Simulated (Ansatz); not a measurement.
## Single-point calculation, with input and output: WS2 (part 3 of 3)

The same run, continued: WS2 (P6₃/mmc, 6 atoms in the cell); DFT PBE+U, scalar-relativistic, plane waves, PAW, Ueff = 4 eV on W atom 1 d; Ueff = 4 eV on W atom 2 d, spin-polarised (Ansatz 0.2.0); cutoff 420 eV, 7×7×2 k-mesh, Gaussian smearing of 0.05 eV, collinear spins. The structure derives from an entry of the Crystallography Open Database. It belongs to a series of runs on one base structure; here: random orbitals: harmonics, high filling.

Geometry of the input (Å; fractional positions):
```
3.1800  0.0000  0.0000
-1.5900  2.7540  0.0000
0.0000  0.0000  12.5000
W  0.3333  0.6667  0.2500
W  0.6667  0.3333  0.7500
S  0.3333  0.6667  0.6200
S  0.6667  0.3333  0.1200
S  0.3333  0.6667  0.8800
S  0.6667  0.3333  0.3800
```

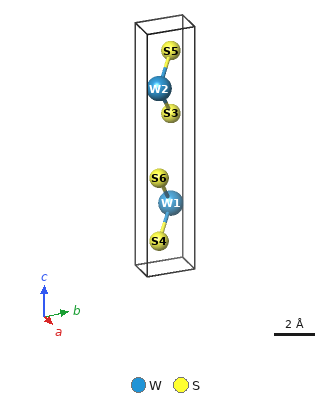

*The input geometry (ball-and-stick view of the cell of the calculation, seen slightly off an axis; atoms are numbered from 1 in the order of the input).*

The program's output, continued:
```
--- Specified on-site occupations, and those of the state reported ---
  electrons in the specified blocks: 4.2000 specified, 9.7701 found
  site 0 (l=d) ↓: largest change of an orbital's occupation 0.5543; electrons 0.1000 specified, 2.4425 found; spectral distance 1.0546
  site 1 (l=d) ↓: largest change of an orbital's occupation 0.5543; electrons 2.0000 specified, 2.4425 found; spectral distance 0.9714
  site 0 (l=d) ↑: largest change of an orbital's occupation 0.5543; electrons 2.0000 specified, 2.4425 found; spectral distance 0.9714
  site 1 (l=d) ↑: largest change of an orbital's occupation 0.5543; electrons 0.1000 specified, 2.4425 found; spectral distance 1.0546
--- Forces (eV/Å), atoms counted from 1 ---
  atom   1  W     -0.00000000    -0.00000205     0.00000000
  atom   2  W     -0.00000000    -0.00000344     0.00000000
  atom   3  S      0.00000000     0.00000174     1.03958339
  atom   4  S     -0.00000000    -0.00000025     1.03958337
  atom   5  S      0.00000000     0.00000174    -1.03958339
  atom   6  S     -0.00000000    -0.00000025    -1.03958337
  max |Σ_I F_I| component: 2.51e-6 eV/Å
--- Stress (GPa, compression-positive) ---
       -1.569400      -0.000000       0.000000
       -0.000000      -1.569410       0.000000
        0.000000       0.000000      -6.846233
  P = ⅓ Tr σ = -3.3283 GPa (-33.283 kbar)
--- Band table (eV; the first three rows and the last of 64) ---
  k-point 0 ↑: bands = ["-63.4202", "-63.4201", "-27.6527", "-27.6526", "-27.5148", "-27.5148", "-27.5148", "-27.5148", "-4.0446", "-3.7917", "-2.7134", "-2.2682", "3.7595", "4.7793", "7.4014", "8.0680", "8.0681", "8.0839", "8.0839", "9.3713", "9.3713", "9.4328", "9.4328", "9.7160", "9.7481", "10.9188", "13.3984", "13.3984", "13.5827", "13.5827", "13.6198", "13.6198", "13.6357", "13.6357"]
  k-point 1 ↑: bands = ["-63.4202", "-63.4202", "-27.6527", "-27.6526", "-27.5148", "-27.5148", "-27.5148", "-27.5148", "-3.9351", "-3.9351", "-2.4774", "-2.4774", "4.1992", "4.1992", "8.0758", "8.0758", "8.0758", "8.0758", "8.3126", "8.3126", "9.4019", "9.4019", "9.4019", "9.4019", "10.6521", "10.6521", "13.4769", "13.4769", "13.4769", "13.4769", "13.6410", "13.6410", "13.6410", "13.6410"]
  k-point 2 ↑: bands = ["-63.4168", "-63.4167", "-27.6415", "-27.6415", "-27.5771", "-27.5771", "-27.5294", "-27.5294", "-3.7224", "-3.4713", "-2.5463", "-2.1377", "4.1670", "5.1839", "7.0861", "7.2547", "7.3025", "8.3112", "8.3687", "8.4040", "8.8960", "8.9712", "9.1608", "9.7729", "9.8343", "10.3826", "12.7770", "13.1393", "13.2355", "13.3676", "13.4686", "13.6935", "14.0767", "14.1863"]
  k-point 31 ↓: bands = ["-63.4050", "-63.4050", "-27.7727", "-27.7726", "-27.6087", "-27.6087", "-27.6014", "-27.6013", "-2.1891", "-2.1891", "-1.6907", "-1.6907", "5.0347", "5.0347", "5.9091", "5.9091", "6.4083", "6.4083", "7.3984", "7.3984", "8.2058", "8.2058", "8.8146", "8.8146", "9.8127", "9.8127", "12.7298", "12.7298", "13.5970", "13.5970", "14.2456", "14.2456", "15.3295", "15.3295"]
Occupation matrices written to [file]
--- Löwdin populations: 6 sites ---
  site symbol       q [e]    m [muB]
     0      W     13.4956    -0.0000
     1      W     13.4956     0.0000
     2      S      6.1387    -0.0000
     3      S      6.1387     0.0000
     4      S      6.1387    -0.0000
     5      S      6.1387     0.0000
  spilling = 0.008732 (of n_electrons = 52.000000)
--- Occupation matrices: 2 shells (run DFT+U table (all-electron-ortho-atomic); ε = 9.37e-4) ---
  W0 d_5D: site group D3h (-6m2)
  W0 d_5D up     Tr n = 2.4425  λ = 0.430 0.430 0.504 0.504 0.574  [2× xz 0.50 E''(1.00) | 2× x2-y2 0.50 E'(1.00) | z2 1.00 A1'(1.00)]
  W0 d_5D dn     Tr n = 2.4425  λ = 0.430 0.430 0.504 0.504 0.574  [2× xz 0.50 E''(1.00) | 2× x2-y2 0.50 E'(1.00) | z2 1.00 A1'(1.00)]
  specified occupation → W0 d_5D up: matrix, ‖Δ‖_F = 1.1038, Tr Δ = -0.4425, displaced = 1.2272, d_λ = 0.9714; orbital distance = 1.5811
  specified occupation → W0 d_5D dn: matrix, ‖Δ‖_F = 1.0546, Tr Δ = -2.3425, displaced = 1.1713, d_λ = 1.0546; orbital distance = 0.0000
  W1 d_5D: site group D3h (-6m2)
  W1 d_5D up     Tr n = 2.4425  λ = 0.430 0.430 0.504 0.504 0.574  [2× xz 0.50 E''(1.00) | 2× x2-y2 0.50 E'(1.00) | z2 1.00 A1'(1.00)]
  W1 d_5D dn     Tr n = 2.4425  λ = 0.430 0.430 0.504 0.504 0.574  [2× xz 0.50 E''(1.00) | 2× x2-y2 0.50 E'(1.00) | z2 1.00 A1'(1.00)]
  specified occupation → W1 d_5D up: matrix, ‖Δ‖_F = 1.0546, Tr Δ = -2.3425, displaced = 1.1713, d_λ = 1.0546; orbital distance = 0.0000
  specified occupation → W1 d_5D dn: matrix, ‖Δ‖_F = 1.1038, Tr Δ = -0.4425, displaced = 1.2272, d_λ = 0.9714; orbital distance = 1.5811
  Tr n, λ and their labels are of the run-group-symmetrised matrices; stabiliser: 48 of 48 elements of G0×{1,Θ} (closed), max defect 1.5e-5 at τ = 2.0e-4
```

Key numbers:

```csv
quantity,value
outcome,converged
space group (tolerance 0.01 Å),P6₃/mmc (194)
electrons treated,52
free energy,−24372.7747 eV
Fermi energy,11.525 eV
gap on the k-point mesh,1.22 eV
net moment of the cell,0.00 μB
integrated absolute moment,0.00 μB
pressure,−3.33 GPa
largest force (length of the vector),1.040 eV/Å
hardware,"4 threads of Arm Neoverse V1, 24 GiB of memory available, shared host"
wall time,35 s (CPU time 2.3 min)
peak memory,0.55 GiB
```

Remarks:

Warnings of the run: some starting moments were not kept; the typed occupations were not kept; the occupation matrices lower the symmetry. Spin–orbit coupling is left out, which matters for W.
